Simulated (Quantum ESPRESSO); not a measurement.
**A series of single points on BeS**

System: BeS (F-43m, 2 atoms in the cell).
Method: Kohn-Sham DFT of a periodic cell, PBE, SSSP 1.3 efficiency PBE, no spin polarisation (Quantum ESPRESSO 7.5).

The 7 runs differ only in the geometry, by an even scaling of the cell at fixed fractional positions. The structure derives from an entry of the Crystallography Open Database.

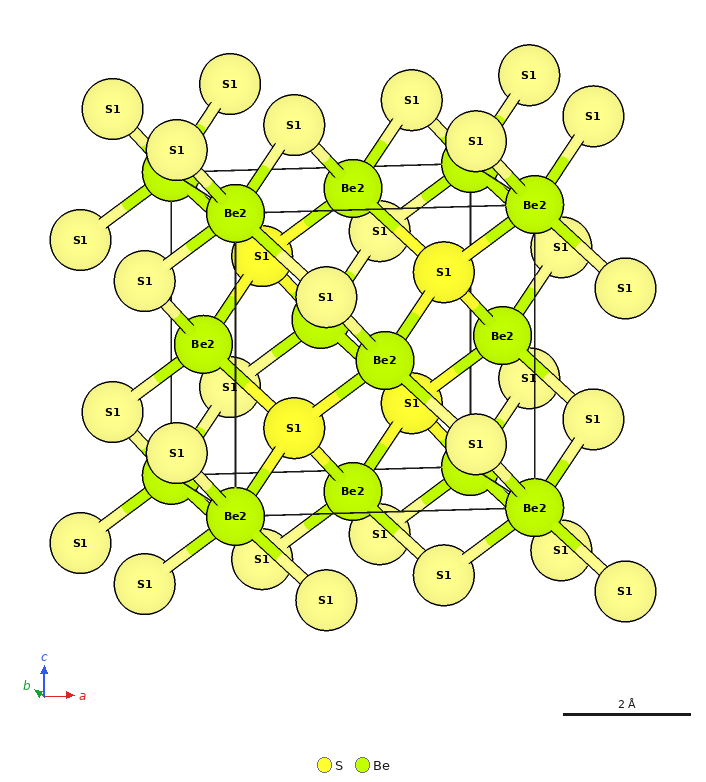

Figure 1. The structure of run 4 (ball-and-stick view of the cell 4 times as large as that of the calculation, set on its symmetry axes, seen slightly off an axis; neighbours outside the cell are drawn fainter; atoms are numbered from 1 in the order of the input).

### Input of run 4
```
&CONTROL
  calculation = 'scf'
  prefix = 'pwscf'
  outdir = './tmp'
  pseudo_dir = './pseudo'
  tprnfor = .true.
  tstress = .true.
  disk_io = 'nowf'
/
&SYSTEM
  ibrav = 0
  nat = 2
  ntyp = 2
  ecutwfc = 55
  ecutrho = 440
  nbnd = 10
  occupations = 'smearing'
  smearing = 'fd'
  degauss = 0.00367493
/
&ELECTRONS
  conv_thr = 4d-10
  electron_maxstep = 120
  mixing_beta = 0.5
/
ATOMIC_SPECIES
S     32.0600 s_pbe_v1.4.uspp.F.UPF
Be     9.0122 be_pbe_v1.4.uspp.F.UPF
CELL_PARAMETERS angstrom
   0.0000000000    2.4250000000    2.4250000000
   2.4250000000    0.0000000000    2.4250000000
   2.4250000000    2.4250000000    0.0000000000
ATOMIC_POSITIONS crystal
S      0.7500000000    0.7500000000    0.7500000000
Be     0.0000000000    0.0000000000    0.0000000000
K_POINTS automatic
9 9 9 0 0 0
```

Command:
```bash
OMP_NUM_THREADS=1 pw.x -in pw.in > pw.out
```

Run 5 differs from it as follows:
```diff
-   0.0000000000    2.4250000000    2.4250000000
-   2.4250000000    0.0000000000    2.4250000000
-   2.4250000000    2.4250000000    0.0000000000
+   0.0000000000    2.4410600707    2.4410600707
+   2.4410600707    0.0000000000    2.4410600707
+   2.4410600707    2.4410600707    0.0000000000
```

### Results, with one run withheld

```tsv
run	volume per atom (Å³)	free energy per atom, from the lowest run given (meV)	pressure (GPa)	gap on the mesh (eV)
1	13.405	26.23	8.51	3.07
2	13.690	13.35	6.00	3.12
3	13.975	4.73	3.71	3.16
4	14.261	0.00	1.63	3.21
5	14.546	?	?	?
6	14.831	0.81	−1.98	3.29
7	15.116	5.74	−3.54	3.32
```

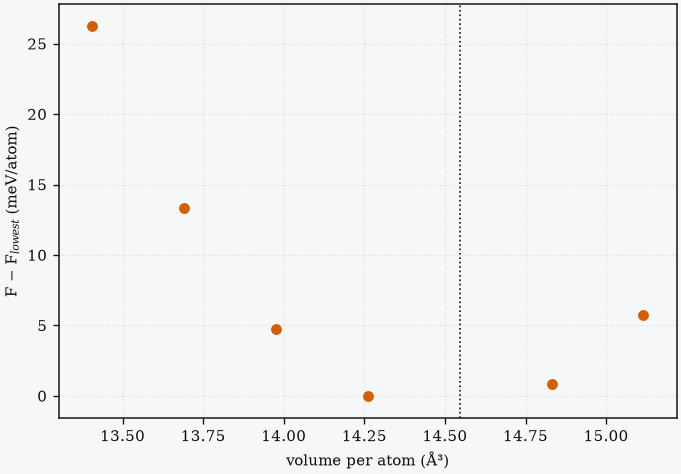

Figure 2. Free energy per atom of the runs given; the dotted line marks run 5.

What should run 5 give?

A cubic polynomial in V^(−2/3) (the Birch–Murnaghan form), fitted to the 6 runs given, misses them by at most 0.01 meV per atom. With x = V^(−2/3) − 0.17060 Å⁻², it reads F = 0.806 + 1649.5 x + 3.3341e+05 x² − 1.6556e+05 x³ (meV per atom). At run 5 it gives −1.20 meV per atom, and the run itself gives −1.20. The slope of the fit gives a pressure −dF/dV of −0.26 GPa there, and the run prints −0.26 GPa. The fit has its minimum at 14.505 Å³ per atom, where V d²F/dV² gives 92.9 GPa: the bulk modulus at this level, since symmetry fixes the shape and the positions. The gap on the mesh goes, without turning, from 3.07 eV in run 1 to 3.32 eV in run 7; run 5 has 3.25 eV. These are gaps of this functional on this mesh, which can miss the band edges; they aren't the measured gap.

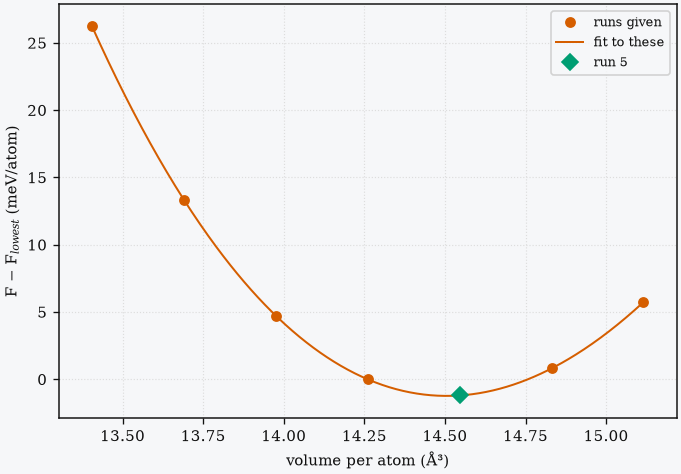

Figure 3. The fit and the withheld run.

### Some lines of the output (run 5)
```
[...]
     unit-cell volume          =     196.3188 (a.u.)^3
     number of k points=    35  Fermi-Dirac smearing, width (Ry)=  0.0037
     total energy              =     -52.50031234 Ry
     total energy              =     -52.50168341 Ry
     total energy              =     -52.50204462 Ry
     total energy              =     -52.50208505 Ry
     total energy              =     -52.50208971 Ry
     total energy              =     -52.50208994 Ry
     the Fermi energy is     6.3090 ev
!    total energy              =     -52.50208994 Ry
     The total energy is F=E-TS. E is the sum of the following terms:
     Computing stress (Cartesian axis) and pressure
          total   stress  (Ry/bohr**3)                   (kbar)     P=       -2.57
```
